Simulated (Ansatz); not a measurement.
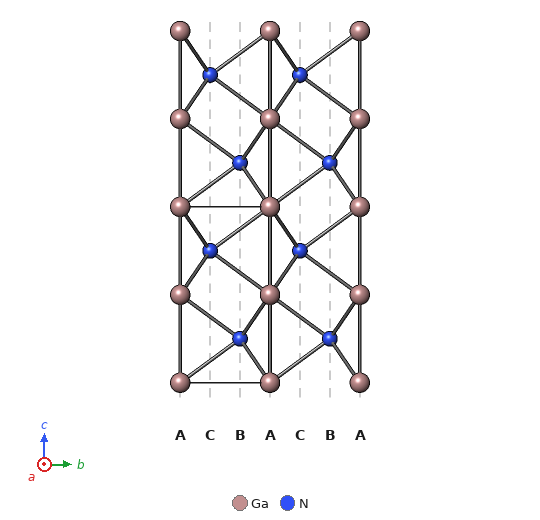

Projection along an edge of the hexagonal mesh, stacking direction c upwards. The dashed lines mark the three columns A (0, 0), B (1/3, 2/3) and C (2/3, 1/3). The sequence starts with the first layer at or above the cell's origin.

System GaN; source of the atomic positions: the end point of a relaxation with DFT, r2SCAN, PAW with Ansatz's default frozen-core files, scalar-relativistic (Ansatz 0.2.0); the starting structure was generated, so it need not be a known form of this composition.

### Give the sequence of layers in one repeat, with element and column.

Ga(A) – N(B) – Ga(A) – N(C) (four layers in 5.03 Å).

### How are the N layers alone stacked?

N layers alone: BC, the hexagonal close-packed type.

### Which positions between or in the N layers do the other atoms fill?

Ga: two octahedral sites (per hexagonal cell).
